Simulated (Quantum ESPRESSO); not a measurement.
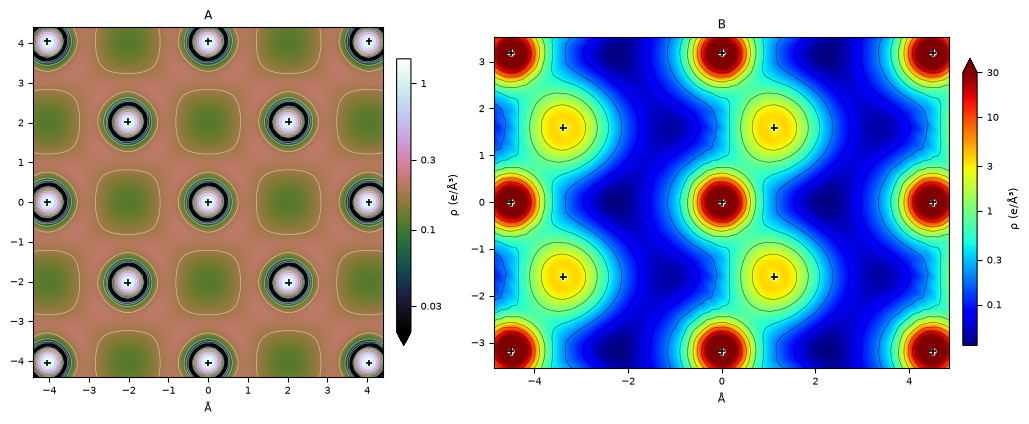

The valence electron density of 2 systems, each on a plane through atoms (crosses mark nuclei in the plane).

All numbers below come from Kohn-Sham DFT of a periodic cell, PBE, GBRV 1.5 PBE in Quantum ESPRESSO 7.5.

System 1: Al, the (100) plane of the conventional cell. Space group Fm-3m.

```
Al
1.0
     4.04961    0.00000    0.00000
     0.00000    4.04961    0.00000
     0.00000    0.00000    4.04961
Al
4
Direct
  0.00000 0.00000 0.00000
  0.50000 0.50000 0.00000
  0.50000 0.00000 0.50000
  0.00000 0.50000 0.50000
```

System 2: GaN, the (011) plane of the conventional cell. Space group F-43m; a structure from a database of computed crystals, not necessarily the ambient phase; computed pressure about 5 GPa in this cell.

```xyz
8
Lattice="4.5070 0.0000 0.0000 0.0000 0.0000 -4.5070 0.0000 4.5070 0.0000" Properties=species:S:1:pos:R:3 pbc="T T T"
Ga    2.2535    0.0000   -2.2535
Ga    0.0000    2.2535   -2.2535
Ga    0.0000    0.0000    0.0000
Ga    2.2535    2.2535    0.0000
N     1.1268    1.1268   -3.3803
N     3.3803    3.3803   -3.3803
N     3.3803    1.1268   -1.1268
N     1.1268    3.3803   -1.1268
```

Q: Which map belongs to which system?

A: Panel A is system 1, Al: the plane holds Al. Al–Al (2.86 Å): ρ is about 0.2 e/Å³ halfway. Panel B is system 2, GaN: the plane holds Ga and N. Ga–N (1.95 Å): ρ at the midpoint is about 0.75 e/Å³.
